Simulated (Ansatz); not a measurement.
**What a change does: geometry relaxation on Ga₂O**

System: Ga₂O (P-3m1, 6 atoms in the cell).
Method of run 1: DFT PBE, scalar-relativistic, plane waves, PAW, no spin polarisation (Ansatz 0.2.0).

Text and figures count atoms from 1; the logs count them from 0 in places.

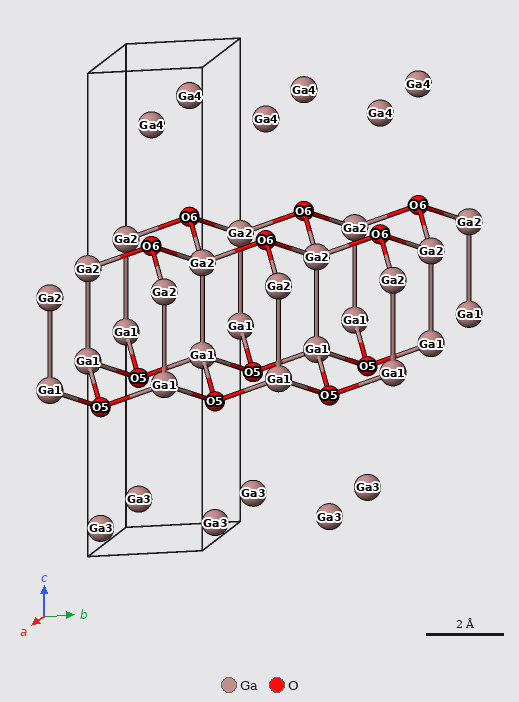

Figure 1. The structure as given in the input (ball-and-stick view of the cell of the calculation, repeated 2 × 3 × 1, seen slightly off an axis; atoms are numbered from 1 in the order of the input).

**Input file, run 1**
```yaml
crystal:
  lattice:
    - [3.0595560477, 0.0, 0.0]
    - [-1.5297780238, 2.6496532616, 0.0]
    - [0.0, 0.0, 13.1663977659]
  atoms:
    - { symbol: Ga, position: [0.0, 0.0, 0.4042026647] }
    - { symbol: Ga, position: [0.0, 0.0, 0.5957973353] }
    - { symbol: Ga, position: [0.6666666667, 0.3333333333, 0.0945923409] }
    - { symbol: Ga, position: [0.3333333333, 0.6666666667, 0.9054076591] }
    - { symbol: O, position: [0.6666666667, 0.3333333333, 0.3454115725] }
    - { symbol: O, position: [0.3333333333, 0.6666666667, 0.6545884275] }
basis:
  ecutwfc: 420
kpoints:
  mp_grid: { grid: [12, 12, 4] }
hamiltonian:
  xc: pbe
scf:
  occupations: { method: fermi_dirac, width: 0.15 }
output:
  forces: true
  stress: true
  eigenvalues: true
relax:
  adjacent_minimum: "off"
  f_tol: 0.001
  max_steps: 60
  cell: { stress_tol: 0.01 }
```

Command:
```bash
ansatz run input.yaml --threads 2 --pin off --max-ram 6144MiB --backend cpu --events-out ev --progress --plain --runs-dir out
```

Hardware: 2 threads of Intel Xeon (Granite Rapids), 176 GiB of memory available, shared host.

**Output, shortened to warnings, some set-up lines, iterations and results (run 1)**
```
Basis set: ecut = 420 eV, 2061 PW (Γ), exchange–correlation on 48×48×180 points (8 copies of the dense FFT grid, shifted against one another)
Symmetry: 12 space group operations
k-points: 69 of 576
Initial density: superposition of atomic densities (neutral atoms: chi_scale 0, normalization atom), corrected by the library's trained network
[...]
SCF iter   1: F=—  HF=-16267.263689 eV  |F-HF|=—  |Δ(HF+E_count)|=         —  Δρ=5.45e-3  dr2=1.09e-1  ethr=1.77e-3  ⟨swp⟩=5.4  Hψ=9975  notcnv=0  defer=5
SCF iter   2: F=—  HF=-16267.257065 eV  |F-HF|=—  |Δ(HF+E_count)|=   6.62e-3  Δρ=7.25e-3  dr2=5.22e-2  ethr=1.71e-4  ⟨swp⟩=2.0  Hψ=5048  notcnv=0  defer=9
SCF iter   3: F=—  HF=-16267.245351 eV  |F-HF|=—  |Δ(HF+E_count)|=   1.17e-2  Δρ=1.36e-3  dr2=2.95e-3  ethr=8.16e-5  ⟨swp⟩=2.0  Hψ=4853  notcnv=0  defer=9
SCF iter   4: F=—  HF=-16267.244736 eV  |F-HF|=—  |Δ(HF+E_count)|=   6.15e-4  Δρ=2.26e-4  dr2=1.07e-4  ethr=4.61e-6  ⟨swp⟩=2.0  Hψ=3303  notcnv=0  defer=9
SCF iter   5: F=—  HF=-16267.244754 eV  |F-HF|=—  |Δ(HF+E_count)|=   1.83e-5  Δρ=7.46e-5  dr2=5.47e-6  ethr=1.67e-7  ⟨swp⟩=2.0  Hψ=3304  notcnv=0  defer=9
[... 146 lines ...]
SCF iter   5: F=—  HF=-16267.245760 eV  |F-HF|=—  |Δ(HF+E_count)|=   1.58e-9  Δρ=3.69e-7  dr2=1.36e-10  ethr=4.00e-12  ⟨swp⟩=2.0  Hψ=4832  notcnv=0
SCF iter   6: F=—  HF=-16267.245760 eV  |F-HF|=—  |Δ(HF+E_count)|=  2.11e-10  Δρ=8.43e-8  dr2=1.24e-11  ethr=1.00e-12  ⟨swp⟩=1.9  Hψ=2961  notcnv=0
SCF iter   7: F=-16267.245760 eV  HF=-16267.245760 eV  |F-HF|=1.82e-12  |Δ(HF+E_count)|=  5.46e-12  Δρ=2.74e-8  dr2=1.42e-12  ethr=1.00e-12  ⟨swp⟩=5.4  Hψ=12098  notcnv=0
SCF 16 converged in 7 iterations: F = -16267.245760 eV  dr2 = 1.42e-12
relax step  16: F+E_penalty+E_count = -16267.24575966 eV  Δ(F+E_penalty+E_count) = -3.505e-4 eV  max|allowed force component| = 2.978e-5 eV/Å  Δτ_max = 0.0000 Å  P = +0.001 …
basis re-selected at this cell: Δ(F+E_penalty+E_count) = -3.505e-4 eV, ΔP = +0.001 GPa vs the last step (what re-selecting the basis moved, of the pressure what is left beyond the Pulay correction that the steps carried, after the strain that the cell walked since its last selection, with what the …
SCF converged after 7 iterations
Free energy (F): -16267.245760 eV
Harris-Foulkes:  -16267.245760 eV  (|F-HF|=1.82e-12)
Internal energy: -16267.156980 eV  (E = F + TS)
E sigma→0 (E₀):  -16267.201370 eV
Entropy (-TS):   -0.088780 eV (-14.797 meV/atom)
Fermi energy:    7.360342 eV
--- Per-component energies (eV) ---
  E_band       = -319.371331
  E_kinetic    = 807.208119
  E_local      = -10041.245951  (includes V_loc(G=0)·N_el)
  E_nonlocal   = 1795.554081
  E_hartree    = 4624.771130
  E_xc         = -421.192631
  E_vxc        = -416.178387  (∫ρ·V_xc dr)
  E_paw        = -8270.168020  (= ΣΔE_a)
  E_vpaw       = -1714.255944  (= ΣTr[D̂ρ^β])
  E_aug_tail   = 0.004538  (compensation charges beyond the density's cutoff)
  E_ewald      = -4762.088245
  E_smearing   = -0.088780  (= −TS)
  E_closure    = -0.000000  (closes the sum)
  Σ components = -16267.245760   (vs F -16267.245760, Δ=0.00e0)
--- Forces (eV/Å), atoms counted from 1 ---
  atom   1  Ga    -0.00000000    -0.00000000    -0.00002978
  atom   2  Ga     0.00000000     0.00000000     0.00002978
  atom   3  Ga    -0.00000000    -0.00000000    -0.00001289
  atom   4  Ga     0.00000000     0.00000000     0.00001289
  atom   5  O     -0.00000000    -0.00000000     0.00002285
  atom   6  O      0.00000000     0.00000000    -0.00002285
  max |Σ_I F_I| component: 1.27e-17 eV/Å
--- Stress (GPa, compression-positive) ---
       -0.001190      -0.000000       0.000000
        0.000000      -0.001190       0.000000
        0.000000       0.000000       0.005443
  P = ⅓ Tr σ = 0.0010 GPa (0.010 kbar)
--- Relaxed structure (13 steps of the walk, 10 accepted, 3 SCFs on fresh bases) ---
  F+E_penalty+E_count = -16267.24575966 eV   max|allowed force component| = 2.978e-5 eV/Å   (the final SCF, on the basis selected at the relaxed cell)
  cell:  # Å, volume = 108.3012 Å³
    - [3.0552007146248568, -2.8826471882630284e-11, 2.7391554603933757e-18]
    - [-1.5276003572874641, 2.6458814325399103, -1.581452142420264e-18]
[...]
```

For run 2 the input was changed thus:
```diff
-  occupations: { method: fermi_dirac, width: 0.15 }
+  occupations: { method: gaussian, width: 0.1 }
-  f_tol: 0.001
-  max_steps: 60
-  cell: { stress_tol: 0.01 }
+  f_tol: 0.005
+  max_steps: 80
+  cell: { stress_tol: 0.05 }
```

What does this change do to the results?

The total energy of run 2 is 0.38 meV per atom lower, which comes with the changed settings and measures no stability. The volume per atom goes from 18.05 to 17.79 Å³. The SCF takes 12 iterations over all geometry steps against 124. On the same kind of shared host run 2 took about 0.12 times as long.

**Output, shortened to warnings, some set-up lines, iterations and results (run 2)**
```
Basis set: ecut = 420 eV, 2061 PW (Γ), exchange–correlation on 48×48×180 points (8 copies of the dense FFT grid, shifted against one another)
Symmetry: 12 space group operations
k-points: 69 of 576
Initial density: superposition of atomic densities (neutral atoms: chi_scale 0, normalization atom), corrected by the library's trained network
[...]
SCF iter   1: F=—  HF=-16267.227764 eV  |F-HF|=—  |Δ(HF+E_count)|=         —  Δρ=5.54e-3  dr2=1.25e-1  ethr=1.77e-3  ⟨swp⟩=5.5  Hψ=9797  notcnv=0  defer=3
SCF iter   2: F=—  HF=-16267.220408 eV  |F-HF|=—  |Δ(HF+E_count)|=   7.36e-3  Δρ=7.71e-3  dr2=6.21e-2  ethr=1.95e-4  ⟨swp⟩=2.0  Hψ=4719  notcnv=0  defer=93
SCF iter   3: F=—  HF=-16267.206728 eV  |F-HF|=—  |Δ(HF+E_count)|=   1.37e-2  Δρ=1.22e-3  dr2=3.97e-3  ethr=9.70e-5  ⟨swp⟩=2.0  Hψ=4575  notcnv=0  defer=93
SCF iter   4: F=—  HF=-16267.205972 eV  |F-HF|=—  |Δ(HF+E_count)|=   7.56e-4  Δρ=2.36e-4  dr2=1.03e-4  ethr=6.20e-6  ⟨swp⟩=2.0  Hψ=3127  notcnv=0  defer=93
SCF iter   5: F=—  HF=-16267.205991 eV  |F-HF|=—  |Δ(HF+E_count)|=   1.84e-5  Δρ=8.47e-5  dr2=6.31e-6  ethr=1.61e-7  ⟨swp⟩=2.3  Hψ=3862  notcnv=0  defer=87
[...]
SCF 1 converged in 7 iterations: F = -16267.205962 eV  dr2 = 5.87e-8
[...]
SCF iter   3: F=—  HF=-16267.205962 eV  |F-HF|=—  |Δ(HF+E_count)|=   1.44e-9  Δρ=3.31e-6  dr2=9.88e-9  ethr=2.24e-11  ⟨swp⟩=2.0  Hψ=4904  notcnv=0
SCF iter   4: F=—  HF=-16267.205962 eV  |F-HF|=—  |Δ(HF+E_count)|=   4.63e-9  Δρ=1.29e-6  dr2=1.47e-9  ethr=1.54e-11  ⟨swp⟩=2.0  Hψ=4748  notcnv=0
SCF iter   5: F=-16267.205962 eV  HF=-16267.205962 eV  |F-HF|=2.91e-11  |Δ(HF+E_count)|=  5.31e-10  Δρ=1.84e-7  dr2=4.94e-11  ethr=1.00e-12  ⟨swp⟩=3.3  Hψ=12379  notcnv=0
SCF 2 converged in 5 iterations: F = -16267.205962 eV  dr2 = 4.94e-11
relax step   2: F+E_penalty+E_count = -16267.20596249 eV  Δ(F+E_penalty+E_count) = -2.209e-8 eV  max|allowed force component| = 1.562e-3 eV/Å  Δτ_max = 0.0000 Å  P = +0.005 …
basis re-selected at this cell: Δ(F+E_penalty+E_count) = -2.209e-8 eV, ΔP = -0.000 GPa vs the last step (what re-selecting the basis moved, of the pressure what is left beyond the Pulay correction that the steps carried, after the strain that the cell walked since its last selection, with what the …
SCF converged after 5 iterations
Free energy (F): -16267.205962 eV
Harris-Foulkes:  -16267.205962 eV  (|F-HF|=2.91e-11)
Internal energy: -16267.201371 eV  (E = F + TS)
E sigma→0 (E₀):  -16267.203667 eV
Entropy (-TS):   -0.004591 eV (-0.765 meV/atom)
Fermi energy:    7.584299 eV
--- Per-component energies (eV) ---
  E_band       = -307.996585
  E_kinetic    = 807.198380
  E_local      = -9818.554889  (includes V_loc(G=0)·N_el)
  E_nonlocal   = 1795.421092
  E_hartree    = 4519.102677
  E_xc         = -421.286242
  E_vxc        = -416.296486  (∫ρ·V_xc dr)
  E_paw        = -8269.991460  (= ΣΔE_a)
  E_vpaw       = -1713.974832  (= ΣTr[D̂ρ^β])
  E_aug_tail   = 0.004470  (compensation charges beyond the density's cutoff)
  E_ewald      = -4879.095400
  E_smearing   = -0.004591  (= −TS)
  E_closure    = -0.000000  (closes the sum)
  Σ components = -16267.205962   (vs F -16267.205962, Δ=0.00e0)
--- Forces (eV/Å), atoms counted from 1 ---
  atom   1  Ga    -0.00000000     0.00000000     0.00035027
  atom   2  Ga     0.00000000    -0.00000000    -0.00035027
  atom   3  Ga    -0.00000000    -0.00000000    -0.00156167
  atom   4  Ga     0.00000000     0.00000000     0.00156167
  atom   5  O     -0.00000000    -0.00000000     0.00123697
  atom   6  O      0.00000000     0.00000000    -0.00123697
  max |Σ_I F_I| component: 3.47e-18 eV/Å
--- Stress (GPa, compression-positive) ---
       -0.016361       0.000000      -0.000000
        0.000000      -0.016361      -0.000000
       -0.000000      -0.000000       0.048435
  P = ⅓ Tr σ = 0.0052 GPa (0.052 kbar)
--- Relaxed structure (1 steps of the walk, 1 accepted, 1 SCFs on fresh bases) ---
  F+E_penalty+E_count = -16267.20596249 eV   max|allowed force component| = 1.562e-3 eV/Å   (the final SCF, on the basis selected at the relaxed cell)
  cell:  # Å, volume = 106.7369 Å³
    - [3.0595560476939303, -2.8867564837394408e-11, 0.0]
    - [-1.5297780238219651, 2.6496532616196906, 0.0]
    - [0.0, 0.0, 13.1663977659]
  atoms:
    - { symbol: Ga, position: [0.0, 0.0, 0.4042026647] }
[...]
```

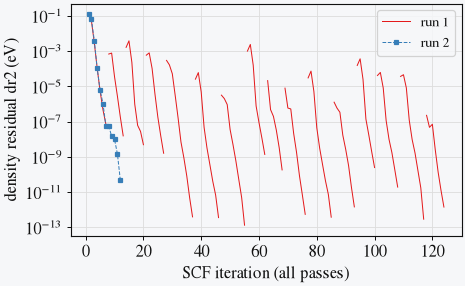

Figure 2. Convergence of the two runs: density residual dr2 against the SCF iteration. A break in a curve parts two SCF passes. Run 1 takes 124 iterations in all, and run 2 takes 12.

**The two runs side by side**

```tsv
quantity	run 1	run 2
outcome	converged	converged
free energy per atom (eV)	−2711.2076	−2711.2010
energy per atom, smearing taken to zero (eV)	−2711.2002	−2711.2006
gap on the mesh (eV)	0.00	0.00
pressure (GPa)	0.00	0.01
volume per atom (Å³)	18.05	17.79
largest force (eV/Å)	0.000	0.002
SCF iterations	124	12
irreducible k-points	69	69
wall time (shared host)	1.9 min	14 s
```

For run 1: Results for this metal are sensitive to the k-point mesh.
